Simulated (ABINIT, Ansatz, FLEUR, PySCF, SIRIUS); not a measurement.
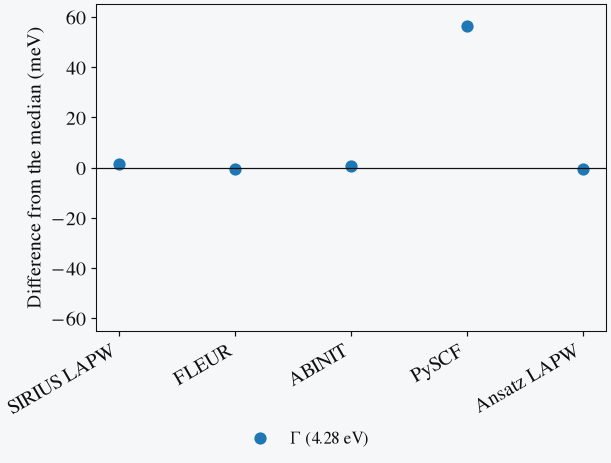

Lowest conduction level at Γ, counted from the valence-band top at Γ, for rocksalt KBr, space group Fm-3m, 2 atoms in the primitive cell; cubic a = 6.600 Å. Five programs ran PBEsol (no spin polarisation, no spin-orbit coupling) on the same cell and 7×7×7 k mesh. The plot shows each result less the median of the plane-wave and all-electron runs, which the legend gives.

What spread should one expect between these programs?

The plane-wave and all-electron programs (ABINIT, Ansatz LAPW, FLEUR and SIRIUS LAPW) agree within 2 meV at this point. PySCF departs by +57 meV (at Γ).

```csv
program,kind,valence electrons,Γ (eV)
SIRIUS LAPW,all-electron,–,4.284
FLEUR,all-electron,–,4.282
ABINIT,plane waves,16,4.283
PySCF,local basis,16,4.339
Ansatz LAPW,all-electron,–,4.282
```

Settings. all-electron FP-LAPW, Fermi-Dirac smearing of 0.05 eV (SIRIUS). all-electron, Fermi-Dirac smearing of 0.05 eV (FLEUR MaX-R8.1 (later development tree)). PseudoDojo NC SR PBEsol v0.4.1 standard, 1007 eV cutoff, Fermi-Dirac smearing of 0.05 eV (ABINIT 10.8.3 (patched build)). DZVP-MOLOPT-SR/GTH-PBE (potentials made for PBE), 7×7×7 k mesh in the self-consistent step, Fermi-Dirac smearing of 0.05 eV (PySCF). all-electron LAPW, Fermi-Dirac smearing of 0.05 eV (Ansatz 0.2.0).

Spin-orbit coupling is left out, which matters for Br. LDA, GGA and most meta-GGA functionals understate gaps. PySCF: the potentials were made for another functional. PySCF: the basis of atomic orbitals isn't converged, which shifts gaps and empty levels.
